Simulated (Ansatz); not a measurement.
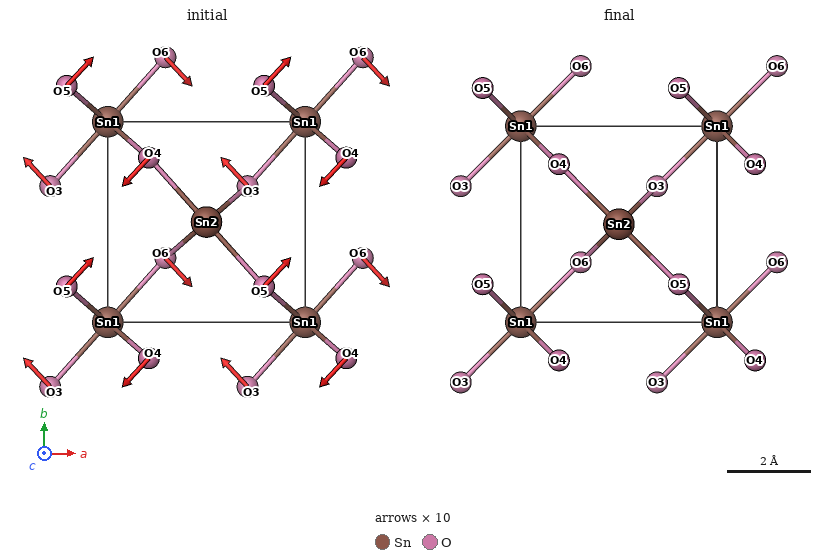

The structure of a crystal of SnO₂ (set up in Pnnm) before (left) and after (right) a relaxation, at one scale. The red arrows give the displacements (the part carried along by the change of the cell is left out), 10 times their true length.

The picture is a ball-and-stick view of the cell of the calculation, seen along the c axis.

The run lets cell and atoms move.

Computed with Ansatz, Kohn-Sham DFT of a periodic cell, r2SCAN, Ansatz PAW.

Input file:
```yaml
crystal:
  lattice:
    - [4.788004, 0.0, 0.0]
    - [0.0, 4.866582, 0.0]
    - [0.0, 0.0, 3.240898]
  atoms:
    - { symbol: Sn, position: [0.0, 0.0, 0.0] }
    - { symbol: Sn, position: [0.5, 0.5, 0.5] }
    - { symbol: O, position: [0.708145, 0.678958, 0.0] }
    - { symbol: O, position: [0.208145, 0.821042, 0.5] }
    - { symbol: O, position: [0.791855, 0.178958, 0.5] }
    - { symbol: O, position: [0.291855, 0.321042, 0.0] }
hamiltonian:
  xc: r2scan
  pseudopotentials: { kind: paw }
kpoints:
  mp_grid: { grid: [6, 6, 8] }
scf:
  occupations: { method: fermi_dirac, width: 0.05 }
output:
  forces: true
  stress: true
  eigenvalues: true
relax:
  f_tol: 0.01
  max_steps: 40
  cell: { stress_tol: 0.05 }
```

Launched with:
```bash
ansatz run input.yaml --threads 2 --pin off --max-ram 5632MiB --backend cpu --events-out ev --progress --plain --runs-dir out
```

Describe what moved and what it gained.

Over 4 accepted moves (5 points after the start) the energy falls by 16.4 meV per atom. Largest force component: 0.13 eV/Å at the start, 0.00066 eV/Å at the end. The pressure goes from −8.19 to 0.02 GPa. At 1 point the geometry stayed and the basis and grid were re-selected for the new cell (energy shift of 0.3 meV per atom at most each time). The largest moves relative to the cell, 0.097 Å, are those of O3, O4, O5 and O6. O3 goes along [−1 1 0]. Sn stays in place. Cell: a 4.788 → 4.760 Å (−0.6 %), b 4.867 → 4.760 Å (−2.2 %), c 3.241 → 3.201 Å (−1.2 %). Volume −4.0 %. Some distances before and after: Sn1–O3 2.096 → 2.059 Å, Sn1–O4 2.092 → 2.066 Å. The space group (tolerance 0.01 Å) goes from Pnnm (No. 58) to P4_2/mnm (No. 136). Cost: 66 s on 2 threads of Intel(R) Xeon(R) Processor @ 2.70GHz, with other jobs on the host, peak memory 0.66 GiB.
